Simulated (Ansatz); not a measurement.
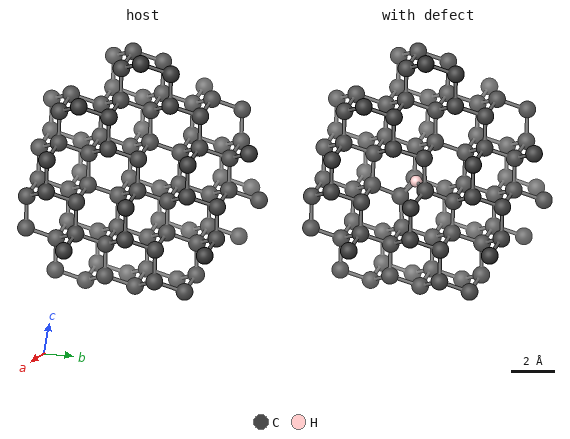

Left: perfect C. Right: the same region with one point defect, after relaxing the atoms in a supercell of 128 sites. Style: ball-and-stick. Shown: the atoms within 6.0 Å of one point, in a slice 5.0 Å thick across the line of sight, slightly off an axis.

Level of theory: DFT, PBEsol, PAW, plane waves in Ansatz. (plane-wave cutoff 420 eV; k-point mesh 1 × 1 × 1; mesh shifted by (0.25, 0.25, 0.25); no spin polarisation) Fermi-Dirac smearing of 0.01 eV. A uniform background neutralises the charged cell. The axes drawn are those of the host's conventional cell.

What kind of defect was made?

Answer. An extra hydrogen atom is put between the host's atoms (an interstitial).

The charge state of the cell is +1.

What does the relaxation do around it?

Answer. The H atom starts with 10 C at 1.54 to 1.78 Å around its place and ends with 2 C at 1.16 Å. Of the host's atoms, a carbon atom moves furthest from its site, by 0.21 Å. The H atom itself moves 0.94 Å from where it was put.

Limits of the set-up: the cell is charged, on a uniform background, and energies carry no finite-size correction.
